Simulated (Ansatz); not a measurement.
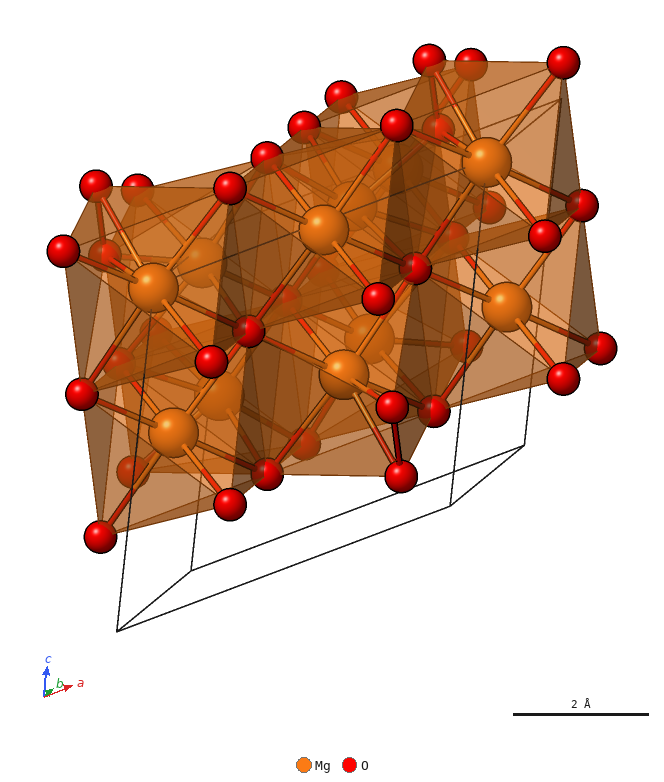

*The structure as given in the input (polyhedral view of the cell of the calculation, seen slightly off an axis; polyhedra are completed across the faces of the cell). An atom can appear more than once, as a periodic image.*

# Molecular dynamics of Mg8O9 (part 1 of 3)

- system: Mg8O9 (defect cell, 17 atoms in the cell)
- method: DFT LDA, scalar-relativistic, plane waves, PAW, PAW set soft_1, spin-polarised (Ansatz 0.2.0)

The structure derives from an entry of the Crystallography Open Database. It belongs to a series of runs on one base structure; here: dynamics from the start.

## Input
```yaml
crystal:
  lattice:
    - [0.0, 3.899, 3.899]
    - [3.899, 0.0, 3.899]
    - [3.899, 3.899, 0.0]
  atoms:
    - { symbol: Mg, position: [-0.00473015, 0.01963026, -0.00967888] }
    - { symbol: O, position: [0.25715833, 0.25777537, 0.22838013] }
    - { symbol: Mg, position: [0.03193686, -0.00986963, 0.49598157] }
    - { symbol: O, position: [0.25721796, 0.25769568, 0.72842608] }
    - { symbol: Mg, position: [0.03182563, 0.52534196, -0.03918544] }
    - { symbol: O, position: [0.25719511, 0.75765408, 0.22845682] }
    - { symbol: Mg, position: [0.00230382, 0.51255902, 0.48338024] }
    - { symbol: O, position: [0.2570799, 0.75778037, 0.72833679] }
    - { symbol: Mg, position: [0.51206983, 0.00285827, -0.0264024] }
    - { symbol: O, position: [0.75717749, 0.13653635, 0.34957554] }
    - { symbol: Mg, position: [0.48242664, -0.00995966, 0.49604532] }
    - { symbol: O, position: [0.75713907, 0.25779838, 0.72840829] }
    - { symbol: Mg, position: [0.48232474, 0.52547639, -0.0392934] }
    - { symbol: O, position: [0.75716665, 0.75763025, 0.22857093] }
    - { symbol: Mg, position: [0.5191584, 0.4956854, 0.46647808] }
    - { symbol: O, position: [0.75721982, 0.7576695, 0.72853055] }
    - { symbol: O, position: [0.757082, 0.37885002, 1.10719427] }
magnetization:
  spin_polarized: true
basis:
  ecutwfc: 420.0
kpoints:
  mp_grid: { grid: [2, 2, 2] }
hamiltonian:
  xc: lda
  pseudopotentials: { kind: paw, azcp: { folder: soft_1 } }
scf:
  occupations: { method: fermi_dirac, width: 0.05 }
  lower_state_search: "off"
md:
  timestep: 1
  n_steps: 300
  ensemble: nvt_langevin
  temperature: 600.0
  initial_velocities: maxwell_boltzmann
  seed: 981217
  friction: 0.05
```

Run as:
```bash
ansatz run input.yaml --threads 1 --pin off --max-ram 3072MiB --backend cpu --events-out ev --progress --plain --runs-dir out
```

## What the program printed
```
Warning: md: disabling space-group detection — thermal motion breaks the input geometry's symmetry, so no spatial operation reduces the k-mesh or symmetrises the density; time reversal is kept, so that k and −k are solved as one point where they differ and the mesh holds both, and exact exchange and, on two spinor components, a DFT+U term hold to it where the run has them: on two components no moment then forms, and a state that bears one, which a typed moment (crystal.atoms[].spin; refused beside efield: under a hybrid functional) reaches, can lie lower, under hf by electronvolts; crystal.symmetry.detect: false (a key that needs symmetry detection or time reversal refuses this as the deck is read) with time_reversal: false beside it drops time reversal too
Warning: [file] the record states the generating functional pbe (its physics header spells it `PBE`), which answers neither for hamiltonian.xc's functional nor for the lda family's — results may be inconsistent (PPs are generated against a specific XC)
Warning: [file] the record states the generating functional pbe (its physics header spells it `PBE`), which answers neither for hamiltonian.xc's functional nor for the lda family's — results may be inconsistent (PPs are generated against a specific XC)
Engine: ansatz 0.2.0, aarch64-unknown-linux-gnu
Pseudopotentials: kind: paw
Pseudopotential: Mg, paw, valence charge 10, recommended cutoff 420 eV (normal), [file]
Pseudopotential: O, paw, valence charge 6, recommended cutoff 420 eV (normal), [file]
Functional definition: SPW92
  exchange = slater_x
  correlation = pw_c
Crystal: 17 atoms, lattice volume = 118.547 Å³
Basis set: ecut = 420 eV, 2277 PW (Γ)
Bands: 84, of which v1, the nominal top of the filled ones, is band 67 counted from 1 (66 counted from 0)
Symmetry: 1 space group operations
k-points: 8
Non-local potential: Mg, projectors of the file, l = 0: 3, l = 1: 2, l = 2: 1
Non-local potential: O, projectors of the file, l = 0: 2, l = 1: 2, l = 2: 1
PAW form: soft (Blöchl's): semilocal exchange-correlation on the pseudo side does not see the compensation charge
PAW frozen core: Mg, regenerated for the run's functional, and the local potential with it (the file was generated under x = pbe(κ = 0.804, μ = 0.2195149727645171), c = pbe(β = 0.06672455060314922))
PAW frozen core: O, regenerated for the run's functional, and the local potential with it (the file was generated under x = pbe(κ = 0.804, μ = 0.2195149727645171), c = pbe(β = 0.06672455060314922))
PAW one-centre angular grid: Mg, 110 points (default); XC on 64 Gauss nodes
PAW one-centre angular grid: O, 110 points (default); XC on 64 Gauss nodes
Initial density: superposition of atomic densities (chi_scale 0.1, normalization cell, long waves kept (reshape's long-wave potential 0.06 eV rms))
Initial wavefunctions: pseudopotential atomic-orbital guess
Functional: x = slater, c = lda
SCF iter   1: F=—  HF=-20225.593795 eV  |F-HF|=—  |Δ(HF+E_count)|=         —  Δρ=5.24e-2 (↑5.24e-2 ↓5.24e-2)  dr2=9.21e0  dr2_m=0.00e0  M=0.000 μB ∫|m|=0.000 μB  β_m=0.30  ethr=3.10e-3  ⟨swp⟩=6.1  Hψ=2724  notcnv=0  defer=5
preconditioner: auto → Resta (q_TF=auto, 2.785 Å⁻¹)  ε∞=3.4  [insulator: Δε(μ)=4.183 eV  Ē_g=18.533 eV  σ=0.050 eV  W_gap=1.00  n_scr=50 (ndim 8)  ℏωp=28.5 eV  f_vac=0.000  D(μ)=0.00/eV (n_scr^D=0)  ε∞_Penn≈3.4]
spin=Collinear: Resta preconditioning applied to the charge; magnetization (m = ρ↑ − ρ↓) channel mixes plain (no charge-response kernel on spin).
SCF iter   2: F=—  HF=-20223.838204 eV  |F-HF|=—  |Δ(HF+E_count)|=    1.76e0  Δρ=3.51e-2 (↑3.51e-2 ↓3.51e-2)  dr2=3.99e0  dr2_m=0.00e0  M=0.000 μB ∫|m|=0.000 μB  β_m=0.56  ethr=3.10e-3  ⟨swp⟩=3.0  Hψ=981  notcnv=0  defer=77
SCF iter   3: F=—  HF=-20222.816636 eV  |F-HF|=—  |Δ(HF+E_count)|=    1.02e0  Δρ=6.97e-3 (↑6.97e-3 ↓6.97e-3)  dr2=1.90e-1  dr2_m=0.00e0  M=0.000 μB ∫|m|=0.000 μB  β_m=0.66  ethr=2.98e-3  ⟨swp⟩=3.0  Hψ=1289  notcnv=0  defer=77
SCF iter   4: F=—  HF=-20222.782606 eV  |F-HF|=—  |Δ(HF+E_count)|=   3.40e-2  Δρ=1.88e-3 (↑1.88e-3 ↓1.88e-3)  dr2=1.28e-2  dr2_m=0.00e0  M=0.000 μB ∫|m|=0.000 μB  β_m=0.72  ethr=1.42e-4  ⟨swp⟩=3.0  Hψ=1133  notcnv=0  defer=77
SCF iter   5: F=—  HF=-20222.779545 eV  |F-HF|=—  |Δ(HF+E_count)|=   3.06e-3  Δρ=5.63e-4 (↑5.63e-4 ↓5.63e-4)  dr2=1.04e-3  dr2_m=0.00e0  M=0.000 μB ∫|m|=0.000 μB  β_m=0.78  ethr=9.55e-6  ⟨swp⟩=2.0  Hψ=1013  notcnv=0  defer=77
SCF iter   6: F=—  HF=-20222.779343 eV  |F-HF|=—  |Δ(HF+E_count)|=   2.02e-4  Δρ=2.03e-4 (↑2.03e-4 ↓2.03e-4)  dr2=1.46e-4  dr2_m=0.00e0  M=0.000 μB ∫|m|=0.000 μB  β_m=0.75  ethr=7.76e-7  ⟨swp⟩=2.0  Hψ=869  notcnv=0  defer=77
SCF iter   7: F=—  HF=-20222.779310 eV  |F-HF|=—  |Δ(HF+E_count)|=   3.26e-5  Δρ=5.19e-5 (↑5.19e-5 ↓5.19e-5)  dr2=9.03e-6  dr2_m=0.00e0  M=0.000 μB ∫|m|=0.000 μB  β_m=0.77  ethr=1.09e-7  ⟨swp⟩=2.0  Hψ=859  notcnv=0  defer=77
SCF iter   8: F=—  HF=-20222.779310 eV  |F-HF|=—  |Δ(HF+E_count)|=   4.31e-7  Δρ=1.47e-5 (↑1.47e-5 ↓1.47e-5)  dr2=6.60e-7  dr2_m=0.00e0  M=0.000 μB ∫|m|=0.000 μB  β_m=0.80  ethr=6.74e-9  ⟨swp⟩=2.0  Hψ=891  notcnv=0  defer=77
SCF iter   9: F=-20222.779310 eV  HF=-20222.779310 eV  |F-HF|=3.56e-8  |Δ(HF+E_count)|=   1.12e-7  Δρ=4.07e-6 (↑4.07e-6 ↓4.07e-6)  dr2=6.52e-8  dr2_m=0.00e0  M=0.000 μB ∫|m|=0.000 μB  ethr=7.46e-11  ⟨swp⟩=4.0  Hψ=2231  notcnv=0
SCF 1 converged in 9 iterations: F = -20222.779310 eV  dr2 = 6.52e-8
  greatest PAW one-centre occupation: 1.002 electrons in one spin orbital (limit 2), on the Mg atom at site 2 (counted from 0), in its partial waves of l = 1
md step     0: t =     0.00 fs  T =   564.7 K  F+E_penalty+E_count = -20222.77930987 eV  E_kin = 1.240896 eV  (9 SCF iters)
Initial density: handed on by an earlier stage of this run
Initial wavefunctions: those handed on with the density
iter 1 solved again at ethr=3.75e-6 eV; its pass at ethr=3.10e-3 eV (dr2=5.03e-3 eV) is discarded
SCF iter   1: F=—  HF=-20222.766398 eV  |F-HF|=—  |Δ(HF+E_count)|=         —  Δρ=1.17e-3 (↑1.17e-3 ↓1.17e-3)  dr2=4.91e-3  dr2_m=0.00e0  M=0.000 μB ∫|m|=0.000 μB  β_m=0.30  ethr=3.75e-6  ⟨swp⟩=2.8  Hψ=2606  notcnv=0
preconditioner: auto → Resta (q_TF=auto, 2.785 Å⁻¹)  ε∞=3.4  [insulator: Δε(μ)=5.728 eV  Ē_g=18.453 eV  σ=0.050 eV  W_gap=1.00  n_scr=50 (ndim 8)  ℏωp=28.5 eV  f_vac=0.000  D(μ)=0.00/eV (n_scr^D=0)  ε∞_Penn≈3.4]
spin=Collinear: Resta preconditioning applied to the charge; magnetization (m = ρ↑ − ρ↓) channel mixes plain (no charge-response kernel on spin).
SCF iter   2: F=—  HF=-20222.765437 eV  |F-HF|=—  |Δ(HF+E_count)|=   9.61e-4  Δρ=8.19e-4 (↑8.19e-4 ↓8.19e-4)  dr2=2.45e-3  dr2_m=0.00e0  M=0.000 μB ∫|m|=0.000 μB  β_m=0.64  ethr=3.67e-6  ⟨swp⟩=1.0  Hψ=672  notcnv=0
SCF iter   3: F=—  HF=-20222.764512 eV  |F-HF|=—  |Δ(HF+E_count)|=   9.25e-4  Δρ=1.23e-4 (↑1.23e-4 ↓1.23e-4)  dr2=5.04e-5  dr2_m=0.00e0  M=0.000 μB ∫|m|=0.000 μB  β_m=0.63  ethr=1.83e-6  ⟨swp⟩=2.0  Hψ=1054  notcnv=0
SCF iter   4: F=—  HF=-20222.764502 eV  |F-HF|=—  |Δ(HF+E_count)|=   1.04e-5  Δρ=4.13e-5 (↑4.13e-5 ↓4.13e-5)  dr2=4.16e-6  dr2_m=0.00e0  M=0.000 μB ∫|m|=0.000 μB  β_m=0.75  ethr=3.76e-8  ⟨swp⟩=2.0  Hψ=1130  notcnv=0
SCF iter   5: F=—  HF=-20222.764502 eV  |F-HF|=—  |Δ(HF+E_count)|=   3.06e-7  Δρ=1.19e-5 (↑1.19e-5 ↓1.19e-5)  dr2=3.90e-7  dr2_m=0.00e0  M=0.000 μB ∫|m|=0.000 μB  β_m=0.71  ethr=3.11e-9  ⟨swp⟩=2.0  Hψ=1133  notcnv=0
SCF iter   6: F=-20222.764502 eV  HF=-20222.764502 eV  |F-HF|=1.73e-8  |Δ(HF+E_count)|=   7.62e-8  Δρ=3.48e-6 (↑3.48e-6 ↓3.48e-6)  dr2=3.24e-8  dr2_m=0.00e0  M=0.000 μB ∫|m|=0.000 μB  ethr=7.46e-11  ⟨swp⟩=4.0  Hψ=2127  notcnv=0
SCF 2 converged in 6 iterations: F = -20222.764502 eV  dr2 = 3.24e-8
md step     1: t =     1.00 fs  T =   617.6 K  F+E_penalty+E_count = -20222.76450160 eV  E_kin = 1.357034 eV  (6 SCF iters)
[... from here on the SCF iterations and repeated set-up lines of each step are left out, up to the last step ...]
md step     2: t =     2.00 fs  T =   532.6 K  F+E_penalty+E_count = -20222.72367843 eV  E_kin = 1.170428 eV  (6 SCF iters)
md step     3: t =     3.00 fs  T =   449.3 K  F+E_penalty+E_count = -20222.66864991 eV  E_kin = 0.987358 eV  (6 SCF iters)
md step     4: t =     4.00 fs  T =   480.1 K  F+E_penalty+E_count = -20222.60263902 eV  E_kin = 1.054969 eV  (6 SCF iters)
md step     5: t =     5.00 fs  T =   424.9 K  F+E_penalty+E_count = -20222.52740242 eV  E_kin = 0.933777 eV  (6 SCF iters)
md step     6: t =     6.00 fs  T =   457.5 K  F+E_penalty+E_count = -20222.44075791 eV  E_kin = 1.005424 eV  (6 SCF iters)
md step     7: t =     7.00 fs  T =   419.4 K  F+E_penalty+E_count = -20222.34050829 eV  E_kin = 0.921678 eV  (5 SCF iters)
md step     8: t =     8.00 fs  T =   424.2 K  F+E_penalty+E_count = -20222.23538702 eV  E_kin = 0.932185 eV  (6 SCF iters)
md step     9: t =     9.00 fs  T =   365.6 K  F+E_penalty+E_count = -20222.13078551 eV  E_kin = 0.803355 eV  (6 SCF iters)
md step    10: t =    10.00 fs  T =   365.6 K  F+E_penalty+E_count = -20222.04175552 eV  E_kin = 0.803308 eV  (6 SCF iters)
md step    11: t =    11.00 fs  T =   348.3 K  F+E_penalty+E_count = -20221.97739643 eV  E_kin = 0.765364 eV  (6 SCF iters)
md step    12: t =    12.00 fs  T =   327.6 K  F+E_penalty+E_count = -20221.92355080 eV  E_kin = 0.719823 eV  (6 SCF iters)
md step    13: t =    13.00 fs  T =   321.5 K  F+E_penalty+E_count = -20221.87108979 eV  E_kin = 0.706534 eV  (6 SCF iters)
md step    14: t =    14.00 fs  T =   346.4 K  F+E_penalty+E_count = -20221.82953481 eV  E_kin = 0.761185 eV  (6 SCF iters)
md step    15: t =    15.00 fs  T =   308.5 K  F+E_penalty+E_count = -20221.80718395 eV  E_kin = 0.677947 eV  (6 SCF iters)
md step    16: t =    16.00 fs  T =   361.2 K  F+E_penalty+E_count = -20221.80196502 eV  E_kin = 0.793665 eV  (6 SCF iters)
md step    17: t =    17.00 fs  T =   374.7 K  F+E_penalty+E_count = -20221.80255926 eV  E_kin = 0.823267 eV  (6 SCF iters)
md step    18: t =    18.00 fs  T =   446.7 K  F+E_penalty+E_count = -20221.78981055 eV  E_kin = 0.981681 eV  (6 SCF iters)
md step    19: t =    19.00 fs  T =   441.5 K  F+E_penalty+E_count = -20221.75618968 eV  E_kin = 0.970185 eV  (6 SCF iters)
md step    20: t =    20.00 fs  T =   417.9 K  F+E_penalty+E_count = -20221.70804948 eV  E_kin = 0.918251 eV  (6 SCF iters)
md step    21: t =    21.00 fs  T =   366.8 K  F+E_penalty+E_count = -20221.65522813 eV  E_kin = 0.806071 eV  (6 SCF iters)
md step    22: t =    22.00 fs  T =   429.8 K  F+E_penalty+E_count = -20221.60562792 eV  E_kin = 0.944505 eV  (6 SCF iters)
md step    23: t =    23.00 fs  T =   460.5 K  F+E_penalty+E_count = -20221.55940007 eV  E_kin = 1.011903 eV  (6 SCF iters)
md step    24: t =    24.00 fs  T =   522.4 K  F+E_penalty+E_count = -20221.52679317 eV  E_kin = 1.147850 eV  (6 SCF iters)
md step    25: t =    25.00 fs  T =   508.3 K  F+E_penalty+E_count = -20221.51723712 eV  E_kin = 1.116881 eV  (6 SCF iters)
md step    26: t =    26.00 fs  T =   539.8 K  F+E_penalty+E_count = -20221.53959860 eV  E_kin = 1.186115 eV  (6 SCF iters)
md step    27: t =    27.00 fs  T =   654.8 K  F+E_penalty+E_count = -20221.57843966 eV  E_kin = 1.438766 eV  (6 SCF iters)
md step    28: t =    28.00 fs  T =   738.6 K  F+E_penalty+E_count = -20221.60993500 eV  E_kin = 1.622955 eV  (6 SCF iters)
md step    29: t =    29.00 fs  T =   768.5 K  F+E_penalty+E_count = -20221.62862664 eV  E_kin = 1.688633 eV  (6 SCF iters)
md step    30: t =    30.00 fs  T =   687.9 K  F+E_penalty+E_count = -20221.62836032 eV  E_kin = 1.511685 eV  (6 SCF iters)
md step    31: t =    31.00 fs  T =   699.7 K  F+E_penalty+E_count = -20221.61336420 eV  E_kin = 1.537462 eV  (6 SCF iters)
md step    32: t =    32.00 fs  T =   659.7 K  F+E_penalty+E_count = -20221.58513216 eV  E_kin = 1.449597 eV  (6 SCF iters)
md step    33: t =    33.00 fs  T =   627.4 K  F+E_penalty+E_count = -20221.55538890 eV  E_kin = 1.378705 eV  (6 SCF iters)
md step    34: t =    34.00 fs  T =   553.2 K  F+E_penalty+E_count = -20221.53650834 eV  E_kin = 1.215707 eV  (6 SCF iters)
```
